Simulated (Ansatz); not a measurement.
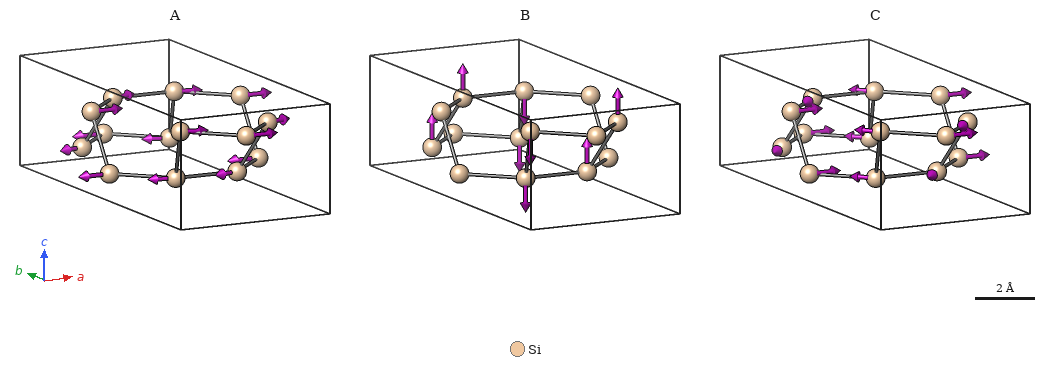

Modes of solid Si (a generated structure), space group Cmcm (No. 63), at the zone centre. The purple arrows give the relative displacements of the atoms. The picture is a ball-and-stick view of the conventional cell (2 times the calculation's cell), seen from a free direction. Lengths and directions refer to the drawn axes.

All numbers below come from DFT PBE, scalar-relativistic, plane waves, PAW in Ansatz.

Frequencies are those without the non-analytic (LO–TO) term.

Question: Which are infrared-active and which Raman-active?

Answer: A is B₁g, Raman-active by symmetry (180 cm⁻¹). B is A_u, silent by symmetry (neither infrared- nor Raman-active) (49 cm⁻¹). C is B₃u, infrared-active by symmetry (381 cm⁻¹). The crystal has a centre of inversion, so no mode is both.
